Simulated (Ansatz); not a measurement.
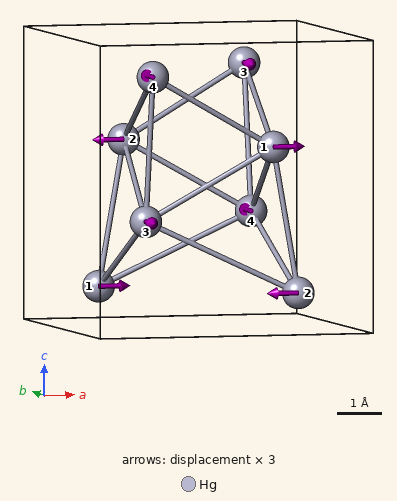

This is a relaxation of crystalline Hg (set up in I-42d). The starting structure is drawn; purple arrows show the displacements (the part carried along by the change of the cell is left out), 3 times their true length.

A ball-and-stick model of the conventional cell (2 times the calculation's cell), seen from a free direction. Lengths and directions refer to the drawn axes.

Computed with DFT r2SCAN, scalar-relativistic, plane waves, PAW in Ansatz 0.2.0. (plane-wave cutoff 500 eV; k-point mesh 8 × 8 × 8; occupations gaussian; smearing width 0.01 eV; no spin polarisation; cell and atoms relaxed; force threshold 0.02 eV/Å; at most 70 steps)

What did the optimiser do to the structure, and how much energy did it gain?

Answer. The largest moves relative to the cell, 0.25 Å, are those of Hg1, Hg2, Hg3 and Hg4. Hg1 goes along +a. Cell: a = b 6.454 → 5.442 Å (−15.7 %), c 6.689 → 7.290 Å (+9.0 %). Volume −22.5 %. Among the contacts that change: Hg1–Hg3 3.910 → 3.274 Å, Hg1–Hg2 3.396 → 3.645 Å, Hg1–Hg3 (another image) 3.388 → 3.277 Å. The space group (tolerance 0.01 Å) goes from I-42d (No. 122) to I4/mmm (No. 139). After 8 accepted moves (10 points after the start) the energy has fallen by 0.312 eV per cell of the calculation. The largest force component goes from 0.0099 to 0.0023 eV/Å. The pressure goes from −1.19 to 0.01 GPa. The line search rejected the trial step at point 4 of the run. At 1 point the geometry stayed and the basis and grid were re-selected for the new cell (energy shift of 3.0 meV per cell of the calculation at most each time).
